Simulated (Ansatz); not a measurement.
```
CELL_PARAMETERS angstrom
0.00000 4.21600 4.21600
4.21600 0.00000 4.21600
4.21600 4.21600 0.00000
ATOMIC_POSITIONS crystal
Mg 0.07607 0.97483 0.97450
O 0.25178 0.25315 0.24198
Mg 0.99777 0.00144 0.49726
O 0.24237 0.27348 0.74201
Mg 0.00175 0.50213 0.99421
O 0.24446 0.74270 0.27047
Mg 0.99770 0.50376 0.49723
O 0.24225 0.74249 0.74188
Mg 0.48330 0.97878 0.98264
O 0.74678 0.27352 0.24829
Mg 0.47606 0.97541 0.57340
O 0.74179 0.25412 0.74995
Mg 0.48310 0.55553 0.98247
O 0.74680 0.73160 0.24821
Mg 0.49360 0.50241 0.50185
O 0.77110 0.74263 0.74394
Mg 0.63958 0.11208 0.13658
```

PAW files of the earlier set (soft_1).

Theory: DFT PBE, scalar-relativistic, plane waves, PAW (Ansatz 0.2.0).

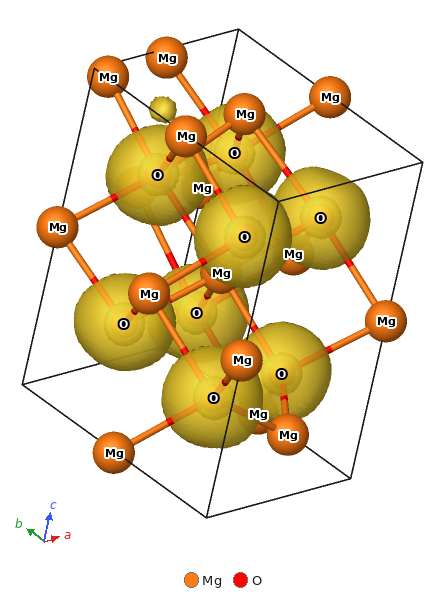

Mg9O8 (cell with a defect). Isosurface of the ELF at 0.7 (yellow), seen at an oblique angle. Only the valence region is drawn (cores and ρ < 0.01 e/Å³ removed). Sticks mark near contacts.

Core electrons are frozen (PAW), and the valence fields are smoothed inside the atomic spheres.

> What do the ELF domains correspond to?

At this value the surface marks out eight regions wrapped around O (the valence shell of each) and one pocket between the atoms, centred on no nucleus (multi-centre or interstitial), counted in one cell of 17 atoms. Any copies at cell faces, edges or corners count once. Along the contacts the grid gives the following. Mg–O (1.86 Å): the ELF peaks at about 0.85 in the valence shell of O, 0.6 Å from its nucleus, and is about 0.35 at the midpoint; an ionic contact with no shared pair. Mg–O (1.99 Å): the ELF peaks at about 0.80 in the valence shell of O, 0.6 Å from its nucleus, and is about 0.30 at the midpoint; a closed-shell, largely ionic contact.
